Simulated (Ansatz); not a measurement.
Take the following structure.

```yaml
crystal:
  lattice:
    - [5.72791, 0.00000, 0.00000]
    - [0.00000, 5.72791, 0.00000]
    - [0.00000, 0.00000, 5.72791]
  atoms:
    - { symbol: Al, position: [0.00000, 0.00000, 0.00000] }
    - { symbol: As, position: [0.75000, 0.75000, 0.75000] }
    - { symbol: Al, position: [0.00000, 0.50000, 0.50000] }
    - { symbol: As, position: [0.75000, 0.25000, 0.25000] }
    - { symbol: Al, position: [0.50000, 0.00000, 0.50000] }
    - { symbol: As, position: [0.25000, 0.75000, 0.25000] }
    - { symbol: Al, position: [0.50000, 0.50000, 0.00000] }
    - { symbol: As, position: [0.25000, 0.25000, 0.75000] }
```

### Characterise the structure given above.

The formula is AlAs. The symmetry is that of F-43m (No. 216), on a face-centred cubic lattice. The structure is of the kind named zinc blende (sphalerite type). The cell has 8 atoms, namely 4 Al, 4 As. Al bonds to four As in a tetrahedral arrangement at 2.48 Å. Each As atom has four Al in a tetrahedral arrangement at 2.48 Å around it. The bonds build a three-dimensional framework.

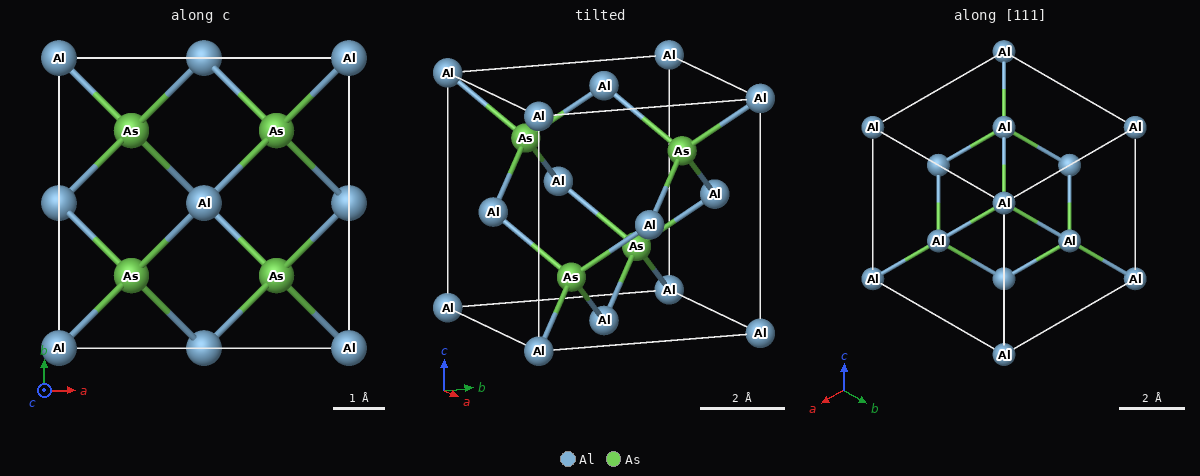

An orthographic ball-and-stick view of the structure, along the c axis, slightly off an axis and along [111]. The frame is the conventional unit cell; atoms at its boundary are shown with their periodic copies. Colours: aluminium light blue, arsenic green.

The structure comes from a structure listed in the Materials Project. Earlier steps of the study may have refined or changed the cell and positions. A calculation with Ansatz used it as input.
